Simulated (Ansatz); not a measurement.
```
CELL_PARAMETERS angstrom
2.96226 0.00000 0.00000
0.00000 3.30205 0.00000
0.00000 0.00000 4.70842
ATOMIC_POSITIONS crystal
Ni 0.50000 0.50000 0.34250
Ni 0.00000 0.00000 0.65750
Si 0.50000 0.50000 0.84314
Si 0.00000 0.00000 0.15686
```

Space group Pmmn; a structure from a database of computed crystals, not necessarily the ambient phase; computed pressure about 11 GPa in this cell; the program warned that a starting moment wasn't kept; spin-polarised, but the moments vanished.

The calculation used Ansatz, Kohn-Sham DFT of a periodic cell, BLYP, Ansatz PAW.

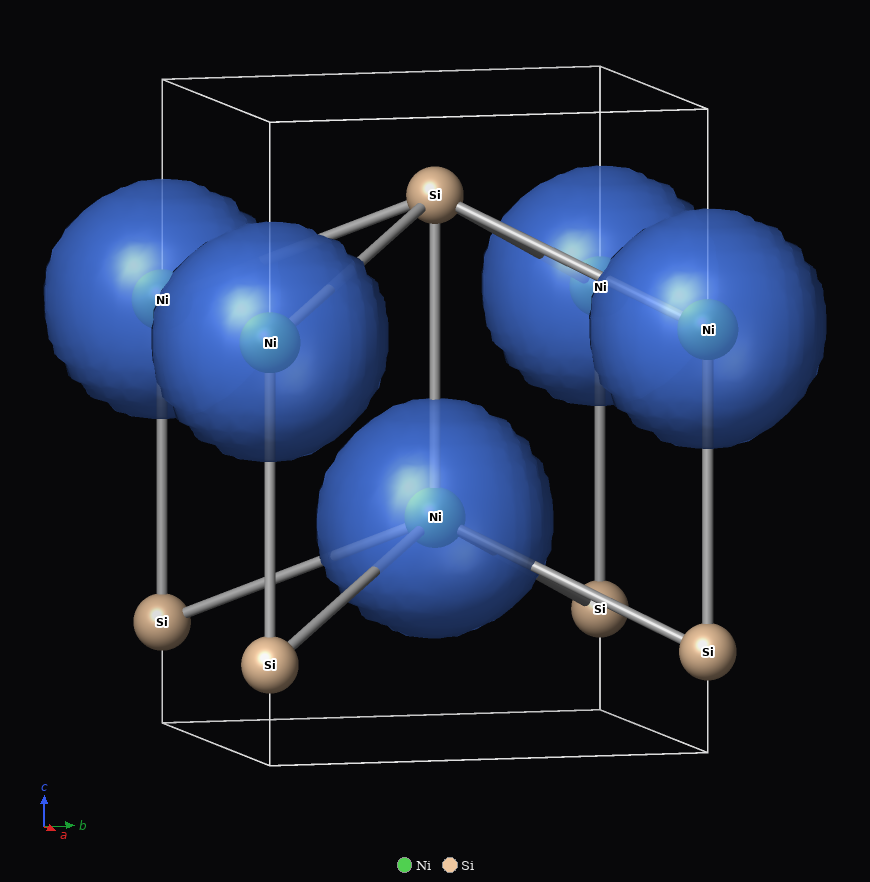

SiNi. Isosurface of the valence electron density at 0.8 e/Å³ (blue), seen slightly off an axis. Sticks mark near contacts.

Core electrons are frozen (PAW), and the valence fields are smoothed inside the atomic spheres.

### How is the density connected at this value?

At this value the density breaks into separate islands; it holds about 70 % of the electrons treated as valence (semicore included). It bridges none of the near contacts. It is pinched off along the shortest Si–Ni (2.35 Å) contacts. On the grid the lowest density along these lines, outside the cores, is 0.47 e/Å³ (Si–Ni, 2.35 Å).

### Metal or insulator at this level of theory?

It is gapless in this calculation (a metal or semimetal).
